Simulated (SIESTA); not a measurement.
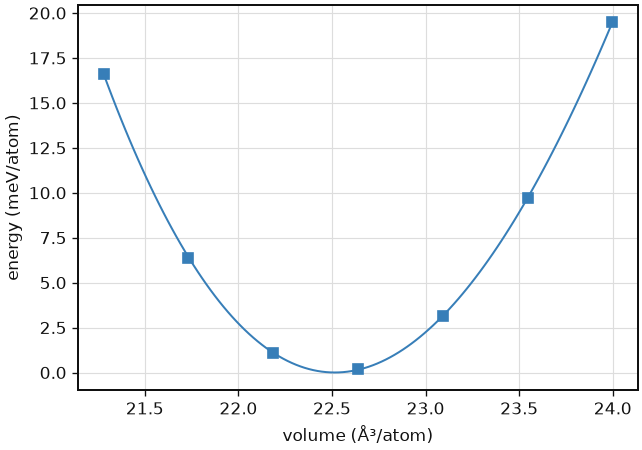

The figure shows the energy against volume.

Method: DFT in numerical atomic orbitals with pseudopotentials, no spin polarisation; energies at scaled volumes of the given cell, shape and fractions fixed, counted from the fit's minimum, third-order Birch-Murnaghan fit (SIESTA 5.4.2). Level: LDA.

**For which of these solids was it computed?**
A. Te₂Pt, P-3m1 (No. 164)
B. TiSi, Cmmm (No. 65)
C. Ge, Fd-3m (No. 227)

C, Ge: energy from 0.17 meV/atom to 19.48 meV/atom, V0 22.52 Å³/atom, B0 71.3 GPa. The others give: Te₂Pt, energy from 0 meV/atom to 101 meV/atom, V0 25.15 Å³/atom, B0 110 GPa; TiSi, energy from 0.41 meV/atom to 77.61 meV/atom, V0 13.86 Å³/atom, B0 153 GPa.

For Ge, limits of the calculation: mulliken charges of long orbitals.

For Te₂Pt, limits of the calculation: mulliken charges of long orbitals; short basis over semicore shells; spin-orbit coupling left out, heavy elements; shape and atomic fractions are frozen while scaling, which makes layered, chain and framework solids too stiff.

For TiSi, limits of the calculation: mulliken charges of long orbitals; shape and atomic fractions are frozen while scaling, which makes layered, chain and framework solids too stiff.
